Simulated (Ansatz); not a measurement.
Band-structure calculation, with input and output: TiAl3

System: TiAl3 (I4/mmm, 4 atoms in the cell).
Method: DFT PBE, scalar-relativistic, plane waves, PAW, no spin polarisation (Ansatz 0.2.0).

The structure derives from a Materials Project entry. Figures and captions count atoms from 1; the log counts them from 0 in places.

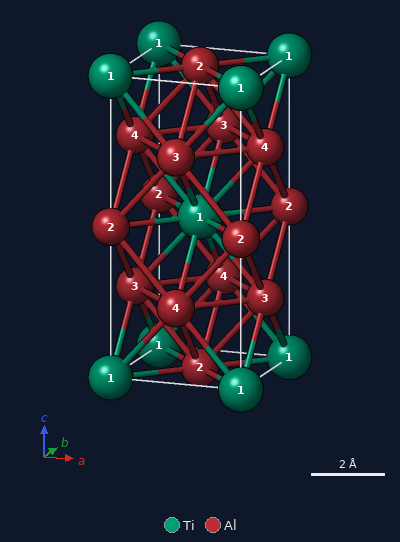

The input geometry (ball-and-stick view of the cell 2 times as large as that of the calculation, set on its symmetry axes, seen slightly off an axis; atoms are numbered from 1 in the order of the input). Near neighbours in the crystal (not all of them lie inside the picture): Ti has 12 Al at 2.72 to 2.89 Å; Al has 8 Al at 2.72 to 2.89 Å and 4 Ti at 2.72 to 2.89 Å.

**Input file**
```yaml
crystal:
  lattice:
    - [-1.9226734295, 1.9226734295, 4.3114047958]
    - [1.9226734295, -1.9226734295, 4.3114047958]
    - [1.9226734295, 1.9226734295, -4.3114047958]
  atoms:
    - { symbol: Ti, position: [0.0, 0.0, 0.0] }
    - { symbol: Al, position: [0.5, 0.5, 0.0] }
    - { symbol: Al, position: [0.75, 0.25, 0.5] }
    - { symbol: Al, position: [0.25, 0.75, 0.5] }
basis:
  ecutwfc: 420
kpoints:
  mp_grid: { grid: [16, 16, 16] }
  band_path:
    path:
      - [[0.0, 0.0, 0.0], [0.0, 0.0, 0.5], [0.25, 0.25, 0.25], [0.0, 0.5, 0.0], [0.0, 0.0, 0.0], [0.5, 0.5, -0.5], [0.29971798, 0.70028202, -0.29971798]]
      - [[-0.29971798, 0.29971798, 0.29971798], [0.0, 0.0, 0.0]]
      - [[0.0, 0.0, 0.5], [-0.09943596, 0.09943596, 0.5]]
      - [[0.5, 0.5, -0.09943596], [0.5, 0.5, -0.5]]
    npoints: 14
hamiltonian:
  xc: pbe
scf:
  occupations: { method: gaussian, width: 0.1 }
  n_extra_bands: 10
output:
  forces: true
  stress: true
  eigenvalues: true
  populations: true
  dos: { projected: true, de: 0.02, nscf_kmesh: { grid: [24, 24, 24] } }
  bader: true
  write_density: true
  write_potential: true
  elf: true
  volumetric_format: npy
```

Machine: 1 thread of Arm Neoverse V1, 24 GiB of memory available, shared host.

Launched with:
```bash
ansatz run input.yaml --threads 1 --pin off --max-ram 2560MiB --backend cpu --events-out ev --progress --plain --runs-dir out
```

**What the program printed**
```
scf.n_extra_bands = 10 over 11 filled bands (N_el = 21.0): the run solves 21 bands
Engine: ansatz 0.2.0, aarch64-unknown-linux-gnu
Pseudopotentials: kind: paw
Pseudopotential: Ti, paw, valence charge 12, recommended cutoff 420 eV (normal), Ti.paw.azcp
Pseudopotential: Al, paw, valence charge 3, recommended cutoff 420 eV (normal), Al.paw.azcp
Functional definition: PBE
  parameter kappa = 0.804
  parameter beta = 0.06672455060314922
  exchange = pbe_x(kappa = kappa, mu = beta*pi^2/3)
  correlation = pbe_c(beta = beta)
Crystal: 4 atoms, lattice volume = 63.751 Å³
Basis set: ecut = 420 eV, 1299 PW (Γ), exchange–correlation on 72×72×72 points (8 copies of the dense FFT grid, shifted against one another)
Bands: 21, of which v1, the nominal top of the filled ones, is band 11 counted from 1 (10 counted from 0)
Symmetry: 16 space group operations
Space group: I4/mmm (ITA 139), of the structure as read, at distance tolerance 4.0e-5 Å
k-points: 349 of 4096
Non-local potential: Ti, projectors of the file, l = 0: 3, l = 1: 2, l = 2: 3, l = 3: 1
Non-local potential: Al, projectors of the file, l = 0: 2, l = 1: 2, l = 2: 1
PAW form: soft (Blöchl's): semilocal exchange-correlation on the pseudo side does not see the compensation charge
PAW one-centre angular grid: Ti, 590 points (default); XC on 64 Gauss nodes
PAW one-centre angular grid: Al, 110 points (default); XC on 64 Gauss nodes
Initial density: superposition of atomic densities (neutral atoms: chi_scale 0, normalization atom), corrected by the library's trained network
Initial wavefunctions: pseudopotential atomic-orbital guess
Functional: x = pbe(κ = 0.804, μ = 0.2195149727645171), c = pbe(β = 0.06672455060314922)
SCF iter   1: F=—  HF=-4113.767438 eV  |F-HF|=—  |Δ(HF+E_count)|=         —  Δρ=3.16e-3  dr2=8.94e-3  ethr=1.77e-3  ⟨swp⟩=6.3  Hψ=41033  notcnv=0  defer=35
preconditioner: auto → Kerker (q_TF=auto, 2.267 Å⁻¹)  [metal: Δε(μ)=0.010 eV  Ē_g=7.869 eV  σ=0.100 eV  W_gap=0.05  n_scr=10 (ndim 8)  ℏωp=16.8 eV  f_vac=0.000  D(μ)=1.73/eV (n_scr^D=10)]
SCF iter   2: F=—  HF=-4113.766453 eV  |F-HF|=—  |Δ(HF+E_count)|=   9.85e-4  Δρ=2.03e-3  dr2=4.17e-3  ethr=4.26e-5  ⟨swp⟩=1.0  Hψ=10121  notcnv=0  defer=56
SCF iter   3: F=—  HF=-4113.765917 eV  |F-HF|=—  |Δ(HF+E_count)|=   5.37e-4  Δρ=4.73e-4  dr2=1.96e-4  ethr=1.98e-5  ⟨swp⟩=1.9  Hψ=6939  notcnv=0  defer=56
SCF iter   4: F=—  HF=-4113.765895 eV  |F-HF|=—  |Δ(HF+E_count)|=   2.12e-5  Δρ=9.39e-5  dr2=7.45e-6  ethr=9.34e-7  ⟨swp⟩=1.6  Hψ=6505  notcnv=0  defer=56
SCF iter   5: F=—  HF=-4113.765908 eV  |F-HF|=—  |Δ(HF+E_count)|=   1.29e-5  Δρ=3.58e-5  dr2=1.38e-6  ethr=3.55e-8  ⟨swp⟩=1.0  Hψ=6106  notcnv=0  defer=56
SCF iter   6: F=-4113.765908 eV  HF=-4113.765908 eV  |F-HF|=5.49e-8  |Δ(HF+E_count)|=   1.85e-7  Δρ=6.87e-6  dr2=6.43e-8  ethr=4.76e-10  ⟨swp⟩=9.4  Hψ=42234  notcnv=0
SCF 1 converged in 6 iterations: F = -4113.765908 eV  dr2 = 6.43e-8
  greatest PAW one-centre occupation: 0.999 electrons in one spin orbital (limit 2), on the Ti atom at site 0 (counted from 0), in its partial waves of l = 0
```

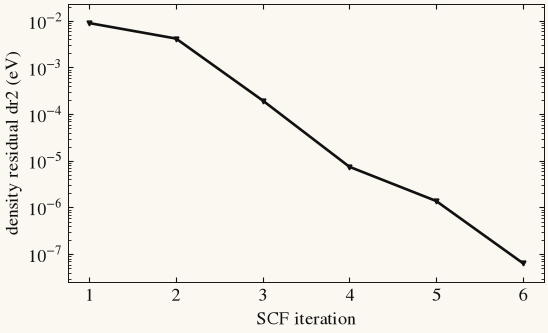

Convergence of the self-consistent field: density residual dr2 against the SCF iteration. The residual falls at every step.

```
NSCF: frozen V_eff on 130 k-points
NSCF: frozen V_eff on 1063 k-points
SCF converged after 6 iterations
Free energy (F): -4113.765908 eV
Harris-Foulkes:  -4113.765908 eV  (|F-HF|=5.49e-8)
Internal energy: -4113.757157 eV  (E = F + TS)
E sigma→0 (E₀):  -4113.761533 eV
Entropy (-TS):   -0.008751 eV (-2.188 meV/atom)
Fermi energy:    9.491855 eV
--- Per-component energies (eV) ---
  E_band       = -154.590078
  E_kinetic    = 343.018032
  E_local      = -1196.805861  (includes V_loc(G=0)·N_el)
  E_nonlocal   = 40.162250
  E_hartree    = 526.207434
  E_xc         = -217.838004
  E_vxc        = -210.365978  (∫ρ·V_xc dr)
  E_paw        = -2450.612821  (= ΣΔE_a)
  E_vpaw       = -183.003358  (= ΣTr[D̂ρ^β])
  E_aug_tail   = 0.000117  (compensation charges beyond the density's cutoff)
  E_ewald      = -1157.888303
  E_smearing   = -0.008751  (= −TS)
  E_closure    = 0.000000  (closes the sum)
  Σ components = -4113.765908   (vs F -4113.765908, Δ=0.00e0)
--- Forces (eV/Å), atoms counted from 1 ---
  atom   1  Ti    -0.00000000     0.00000000     0.00000000
  atom   2  Al    -0.00000000     0.00000000     0.00000000
  atom   3  Al    -0.00000000     0.00000000     0.00000000
  atom   4  Al    -0.00000000    -0.00000000     0.00000000
  max |Σ_I F_I| component: 1.73e-17 eV/Å
--- Stress (GPa, compression-positive) ---
       -0.007711       0.000000       0.000000
        0.000000      -0.007711       0.000000
        0.000000       0.000000      -0.023196
  P = ⅓ Tr σ = -0.0129 GPa (-0.129 kbar)
--- Band table (eV; the first three rows and the last of 349) ---
  k-point 0: bands = ["-46.9898", "-23.3063", "-23.3063", "-23.2305", "-0.5365", "6.6287", "6.8762", "8.1157", "8.2791", "8.2791", "10.3086", "11.1994", "11.1994", "11.7146", "11.8395", "13.2017", "13.2310", "13.2310", "15.6946", "16.1457", "18.4370"]
  k-point 1: bands = ["-46.9897", "-23.3072", "-23.3071", "-23.2303", "-0.4557", "6.6968", "6.8317", "8.0202", "8.0241", "8.2705", "9.9309", "11.2890", "11.3211", "11.5642", "12.0806", "13.1796", "13.3729", "13.6350", "16.0128", "16.1696", "17.0689"]
  k-point 2: bands = ["-46.9895", "-23.3100", "-23.3095", "-23.2299", "-0.2152", "6.7047", "6.8893", "7.4464", "7.7991", "8.2509", "9.1763", "11.3867", "11.4731", "11.4798", "12.4295", "13.1147", "13.9672", "14.5519", "15.2340", "16.3118", "17.2327"]
  k-point 348: bands = ["-46.9897", "-23.3065", "-23.3065", "-23.2331", "1.0611", "1.9528", "7.5143", "8.5645", "8.5645", "9.2590", "10.1898", "10.1898", "10.4233", "12.5264", "14.1036", "15.5118", "15.5951", "15.6975", "15.6975", "17.2431", "17.2431"]
--- Löwdin populations: 4 sites ---
  site symbol       q [e]
     0     Ti     11.5037
     1     Al      3.0927
     2     Al      3.1282
     3     Al      3.1282
  spilling = 0.007013 (of n_electrons = 21.000000)
--- Bader charges: 4 sites ---
  site symbol  charge [e]  shift [e]
     0     Ti      0.8147     0.0004
     1     Al     -0.2550     0.0004
     2     Al     -0.2798     0.0000
     3     Al     -0.2798     0.0000
  estimated error of the sums over rays = 6.2e-4 e
```

**File bader_charges.tsv**
```
# site	symbol	x_ang	y_ang	z_ang	partial_charge_e	electrons	volume_ang3	relative_density_drop	shared_charge_e	partial_wave_shift_e
# quadrature_error_electrons = 6.2e-4
0	Ti	0.0000	0.0000	0.0000	0.81469	21.18531	12.76	-	0.81469	0.00037
1	Al	0.0000	0.0000	4.3114	-0.25504	13.25504	16.90	-	-0.25504	0.00038
2	Al	0.0000	1.9227	2.1557	-0.27981	13.27981	17.05	-	-0.27981	0.00000
3	Al	1.9227	0.0000	2.1557	-0.27984	13.27984	17.05	-	-0.27984	0.00000
```

**File populations.tsv**
```
# site	symbol	l	j	q
# orbitals = lowdin
# n_electrons = 21.000000
# spilling = 0.007013
0	Ti	0_3S	-	1.853352
0	Ti	0_4S	-	0.468058
0	Ti	1_3P	-	5.983912
0	Ti	2_3D	-	3.198385
1	Al	0_3S	-	0.976966
1	Al	1_3P	-	2.115702
2	Al	0_3S	-	0.832532
2	Al	1_3P	-	2.295646
3	Al	0_3S	-	0.832532
3	Al	1_3P	-	2.295646
```

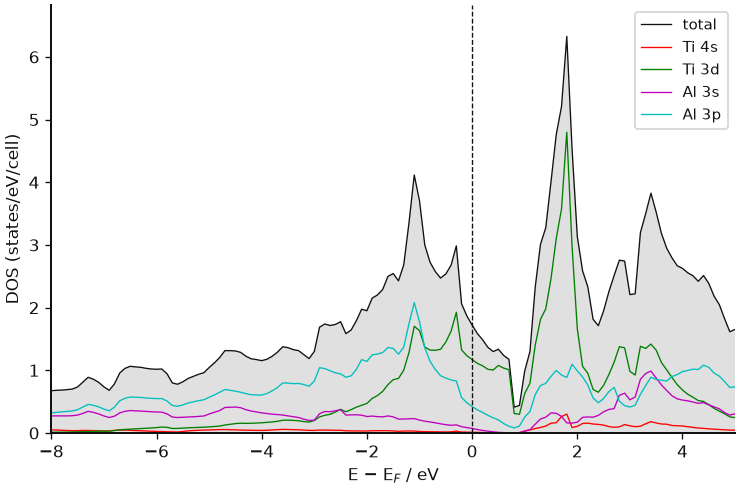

Density of states (projected on Löwdin-orthogonalised atomic shells), with energies from the Fermi level. There are states at the Fermi level: a metal at this level of theory.

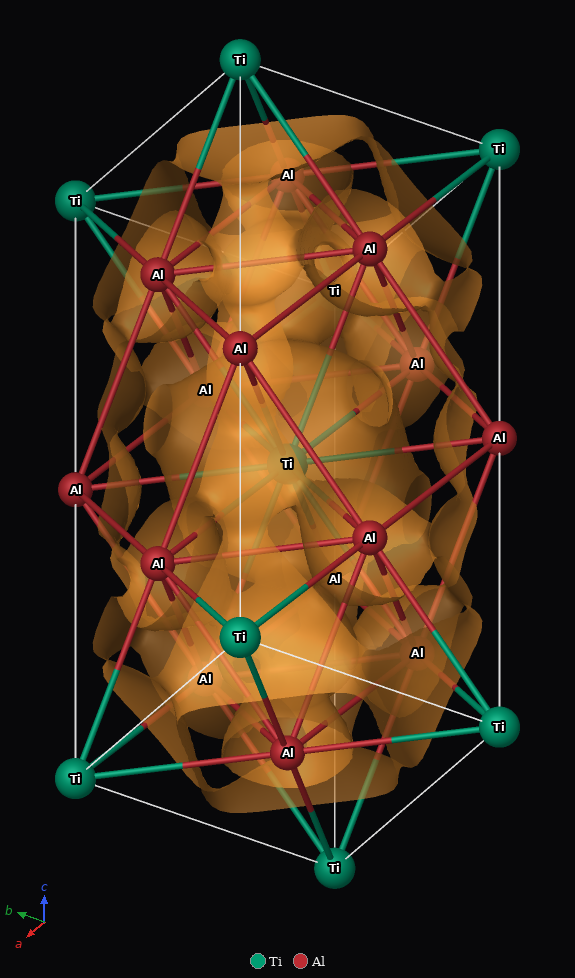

Isosurface of the electron localisation function at 0.5 (orange), seen at an oblique angle. Only the valence region is drawn (cores and ρ < 0.01 e/Å³ removed). Sticks mark near contacts. The outline is the cell set on symmetry axes. Along the contacts the grid gives the following. Ti–Al (2.72 Å): the ELF is about 0.35 at the midpoint (no shared electron pair). Al–Al (2.72 Å): the ELF peaks at about 0.70 between the atoms. The fields are those of the smooth PAW valence density.

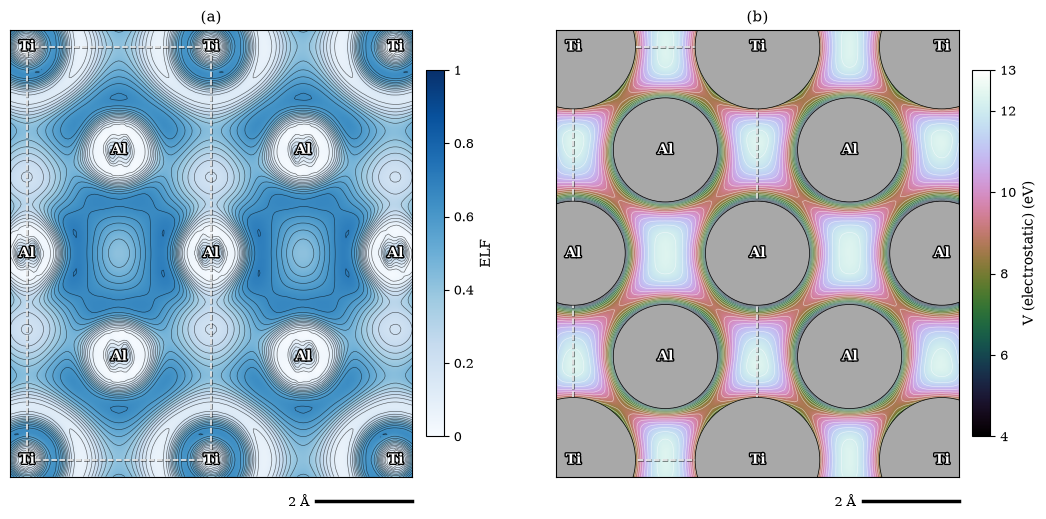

(a) electron localisation function; (b) electrostatic potential energy of an electron on the (100) plane of the conventional cell. Grey discs, where drawn, cover atomic cores. The plane passes through Ti and Al nuclei. Ti–Al (2.89 Å): the ELF is about 0.40 at the midpoint (no shared electron pair). Al–Al (2.89 Å): the ELF peaks at about 0.60 between the atoms. The strong features right at Ti lie inside the PAW spheres (semicore, d or f shells) and say nothing about bonding. Outside the cores the potential energy rises away from the atoms and is highest about 1.9 Å from the nearest atoms; outside the discs it spans about 8 eV, and its zero is arbitrary.

**Key numbers**

```tsv
quantity	value
outcome	converged
space group (tolerance 0.01 Å)	I4/mmm (139)
electrons treated	21
free energy	−4113.7659 eV
Fermi energy	9.492 eV
gap on the k-point mesh	none (metallic)
pressure	−0.01 GPa
largest force (length of the vector)	under 0.001 eV/Å
wall time	1.7 min
peak memory	1 GiB
```
